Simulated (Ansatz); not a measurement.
Pt: several calculations on one system

## 1. Relaxation

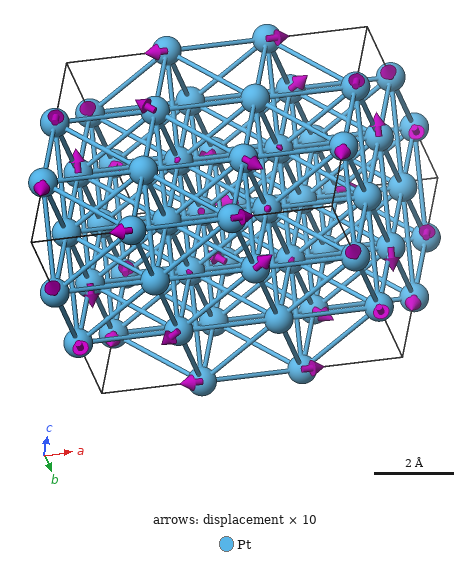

A relaxation of a defect cell of composition Pt. The starting structure is drawn; purple arrows show the displacements, magnified 10 times.

Style: ball-and-stick. Shown: the cell of the calculation, from a free direction.

Case: Pt vacancy (site a), charge +0, atoms relaxed at the host's cell.

Level of theory: DFT PBE, scalar-relativistic, plane waves, PAW in Ansatz. Set-up: plane-wave cutoff 420 eV; k-point mesh 6 × 6 × 6; occupations gaussian; smearing width 0.1 eV; no spin polarisation; atoms relaxed in a fixed cell; force threshold 0.025 eV/Å; at most 45 steps.

Q: What happened in the run?

A: The largest moves, 0.064 Å, are those of Pt atoms. The cell doesn't change. Some distances before and after: Pt–Pt 2.807 → 2.935 Å, Pt–Pt 2.807 → 2.743 Å, Pt–Pt 2.807 → 2.840 Å. After 3 geometry steps the energy has fallen by 0.310 eV per cell of the calculation. The largest force component goes from 0.56 to 0.0019 eV/Å.

Limits of the set-up: the periodic images lie only 8.4 Å apart, so the values are limited by the cell's size.

## 2. Relaxation

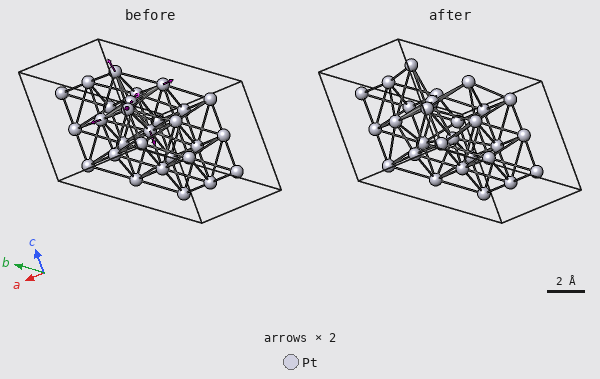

The structure of a defect cell of composition Pt before (left) and after (right) a relaxation, at one scale. The purple arrows give the displacements, 2 times their true length.

Style: ball-and-stick. Shown: the cell of the calculation, reduced to other axes (origin shifted), from a free direction. Lengths and directions refer to the drawn axes.

Case: Pt interstitial, charge +0, atoms relaxed at the host's cell.

Computed with DFT LDA, scalar-relativistic, plane waves, PAW in Ansatz 0.2.0.

Input
```yaml
crystal:
  lattice:
    - [-5.8406277358, 0.0, 5.8406277358]
    - [-5.8406277358, -5.8406277358, 0.0]
    - [0.0, -5.8406277358, 5.8406277358]
  atoms:
    - { symbol: Pt, position: [-0.0153948452, 0.6525596892, 0.0202483337] }
    - { symbol: Pt, position: [0.0, 0.3333333333, 0.0] }
    - { symbol: Pt, position: [0.0, 0.0, 0.0] }
    - { symbol: Pt, position: [-0.0046842853, 0.6664920307, 0.3405081676] }
    - { symbol: Pt, position: [-0.0049760159, 0.3270507363, 0.3520991996] }
    - { symbol: Pt, position: [0.0, 0.0, 0.3333333333] }
    - { symbol: Pt, position: [0.0, 0.6666666667, 0.6666666667] }
    - { symbol: Pt, position: [0.0, 0.3333333333, 0.6666666667] }
    - { symbol: Pt, position: [0.0, 0.0, 0.6666666667] }
    - { symbol: Pt, position: [0.3380545234, 0.6794169099, -0.0204871804] }
    - { symbol: Pt, position: [0.3344674381, 0.3334540573, -0.0105221622] }
    - { symbol: Pt, position: [0.3333333333, 0.0, 0.0] }
    - { symbol: Pt, position: [0.3333333333, 0.6666666667, 0.3333333333] }
    - { symbol: Pt, position: [0.3285444476, 0.3380695493, 0.3298322004] }
    - { symbol: Pt, position: [0.3333333333, 0.0, 0.3333333333] }
    - { symbol: Pt, position: [0.3333333333, 0.6666666667, 0.6666666667] }
    - { symbol: Pt, position: [0.3333333333, 0.3333333333, 0.6666666667] }
    - { symbol: Pt, position: [0.3333333333, 1.0, 0.6666666667] }
    - { symbol: Pt, position: [0.6666666667, 0.6666666667, 0.0] }
    - { symbol: Pt, position: [0.6666666667, 0.3333333333, 0.0] }
    - { symbol: Pt, position: [0.6666666667, 0.0, 0.0] }
    - { symbol: Pt, position: [0.6666666667, 0.6666666667, 0.3333333333] }
    - { symbol: Pt, position: [0.6666666667, 0.3333333333, 0.3333333333] }
    - { symbol: Pt, position: [0.6666666667, 1.0, 0.3333333333] }
    - { symbol: Pt, position: [0.6666666667, 0.6666666667, 0.6666666667] }
    - { symbol: Pt, position: [0.6666666667, 0.3333333333, 0.6666666667] }
    - { symbol: Pt, position: [0.6666666667, 0.0, 0.6666666667] }
    - { symbol: Pt, position: [0.1807466547, 0.4964962402, 0.1577423467] }
basis:
  ecutwfc: 420
  xc_grid: 2
kpoints:
  mp_grid: { grid: [4, 4, 4], shift: [0.0, 0.0, 0.0] }
hamiltonian:
  xc: lda
scf:
  occupations: { method: gaussian, width: 0.1 }
output:
  forces: true
  stress: false
  eigenvalues: true
relax:
  adjacent_minimum: "off"
  f_tol: 0.025
  max_steps: 45
```

Launched with:
```bash
ansatz run input.yaml --threads 4 --pin off --max-ram 8192MiB --backend cpu --events-out ev --progress --plain --runs-dir out
```

Describe what moved and what it gained.

Answer. After 4 accepted moves (5 points after the start) the energy has fallen by 21.488 eV per cell of the calculation. Largest force component: 37 eV/Å at the start, 0.01 eV/Å at the end. 1 step only repeated the SCF at the same geometry. Pt1 moves most: 0.44 Å roughly along [1 −1 −2]. The cell stays as it was. Among the contacts that change: Pt5–Pt14 2.713 → 3.292 Å, Pt1–Pt5 2.717 → 3.291 Å, Pt4–Pt14 2.734 → 3.292 Å, Pt1–Pt4 2.751 → 3.291 Å. Bond angles that change, for instance: Pt1–Pt28–Pt14 169.6° → 180.0°, Pt4–Pt28–Pt5 83.5° → 90.0°, Pt1–Pt28–Pt5 84.3° → 90.0°. The run took 16 min on 4 threads of Intel(R) Xeon(R) Processor @ 2.70GHz, on a shared host, peak memory 4.3 GiB.

Limits of the set-up: the periodic images lie only 8.3 Å apart, so the values are limited by the cell's size.

## 3. Defect

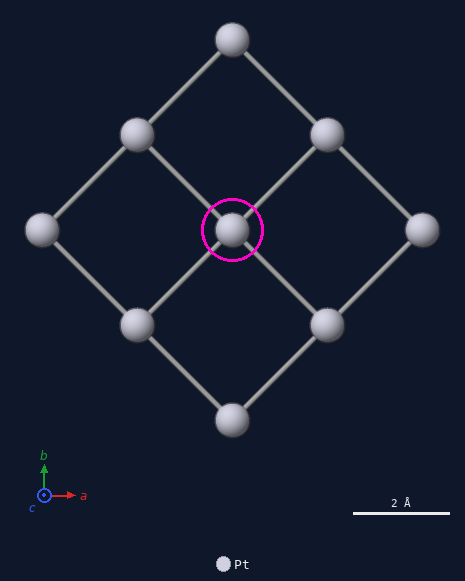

Perfect Pt. The picture is a ball-and-stick view of the atoms within 4.6 Å of one point, in a slice 3.4 Å thick across the line of sight, seen along the c axis.

Level of theory: Ansatz, DFT PBE, scalar-relativistic, plane waves, PAW. Set-up: plane-wave cutoff 420 eV; k-point mesh 5 × 5 × 5; occupations gaussian; smearing width 0.1 eV; no spin polarisation. The cell is small and the k-mesh coarse, so the numbers are rough. The axes drawn are those of the host's conventional cell.

A platinum atom is taken out (a vacancy) at the ringed place, in charge state 0. The supercell has 16 sites, and the atoms are relaxed at the host's cell.

Predict the relaxed surroundings of the defect.

Answer. Around the empty Pt site the host had 12 Pt at 2.81 Å; after relaxation the nearest atoms are 12 Pt at 2.77 Å. Of the host's atoms, a platinum atom moves furthest from its site, by 0.04 Å. Relaxing the atoms from the host's sites lowers the energy by 0.11 eV. At a tolerance of 0.02 Å the relaxed supercell has space group Im-3m.

The relaxed defect, seen from the same direction:

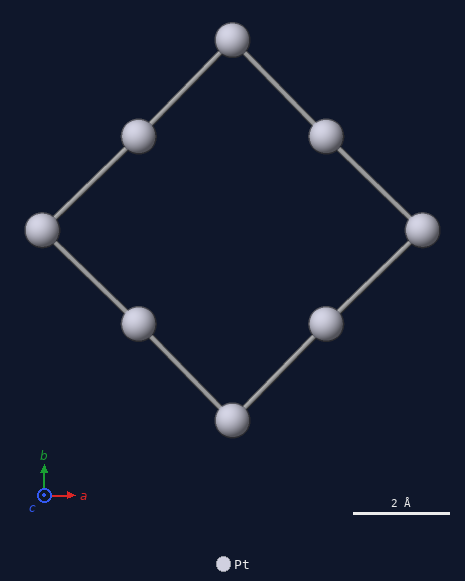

## 4. Defect

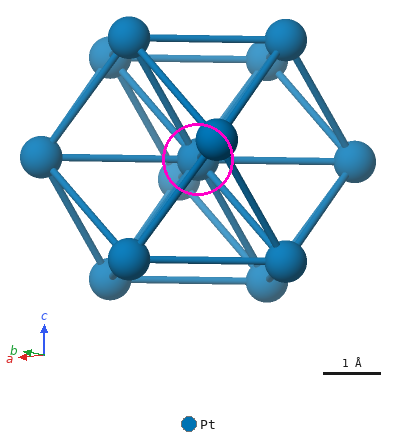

Perfect Pt. The picture is a ball-and-stick view of the atoms within 3.8 Å of one point, seen from a free direction.

The calculation used Ansatz, DFT PBE, scalar-relativistic, plane waves, PAW. Settings: plane-wave cutoff 420 eV; k-point mesh 3 × 3 × 3; occupations gaussian; smearing width 0.1 eV; no spin polarisation. The cell is small and the k-mesh coarse, so the numbers are rough. The axes drawn are those of the host's conventional cell.

A platinum atom is taken out (a vacancy) at the ringed place, in charge state 0. The supercell has 62 sites, and the atoms are relaxed at the host's cell.

> Predict the relaxed surroundings of the defect.

Around the empty Pt site the host had 12 Pt at 2.81 Å; after relaxation the nearest atoms are 12 Pt at 2.73 to 2.74 Å. Of the host's atoms, a platinum atom moves furthest from its site, by 0.08 Å. Relaxing the atoms from the host's sites lowers the energy by 0.32 eV. At a tolerance of 0.02 Å the relaxed supercell has space group R-3.

The relaxed defect, seen from the same direction:

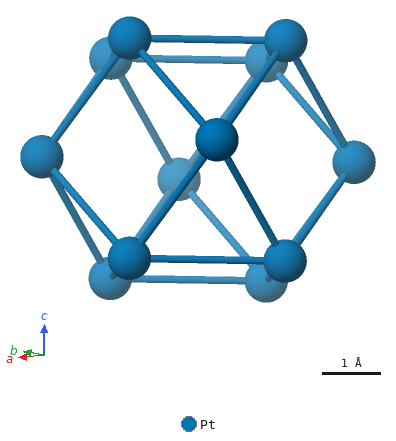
